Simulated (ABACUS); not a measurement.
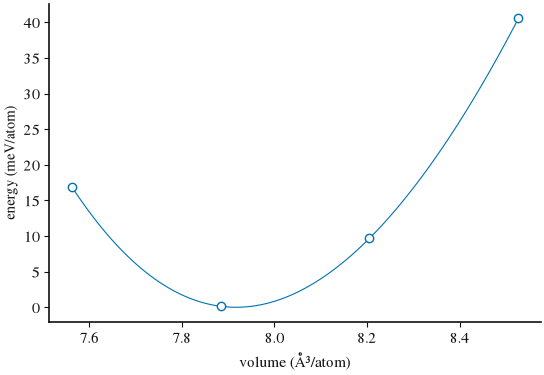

The plot gives the computed energy against volume for SiO₂, space group P4_2/mnm (No. 136).

Structure:
```xyz
6
Lattice="4.2332 0.0000 0.0000 0.0000 4.2332 0.0000 0.0000 0.0000 2.6935" Properties=species:S:1:pos:R:3 pbc="T T T"
Si    0.0000    0.0000    0.0000
Si    2.1166    2.1166    1.3467
O     3.4155    0.8177    1.3467
O     1.2989    1.2989    0.0000
O     0.8177    3.4155    1.3467
O     2.9343    2.9343    0.0000
```

Computed with ABACUS 3.10.1: DFT in plane waves or numerical atomic orbitals with pseudopotentials, no spin polarisation; energies at scaled volumes of the given cell, shape and fractions fixed, counted from the fit's minimum, third-order Birch-Murnaghan fit. Level: PBEsol.

k mesh 5×5×8; occupations Fermi–Dirac; smearing width 0.05 eV; potentials GBRV ultrasoft 1.5 PBE; wave cutoff 544.2 eV; density cutoff 4354 eV; PAW set soft_1; program settings basis pw.

From this curve and the settings, what does the calculation give for the pressure at the same points?

The pressure falls from 15.75 GPa at volume 7.5618 Å³/atom to −20.06 GPa at 8.5271 Å³/atom, and changes sign near 7.92 Å³/atom.

```json
{"volume (Å³/atom)": "7.5618", "pressure (GPa)": "15.75"}
{"volume (Å³/atom)": "7.8836", "pressure (GPa)": "1.21"}
{"volume (Å³/atom)": "8.2053", "pressure (GPa)": "-10.55"}
{"volume (Å³/atom)": "8.5271", "pressure (GPa)": "-20.06"}
```

Limits of the calculation: shape and atomic fractions are frozen while scaling, which makes layered, chain and framework solids too stiff.
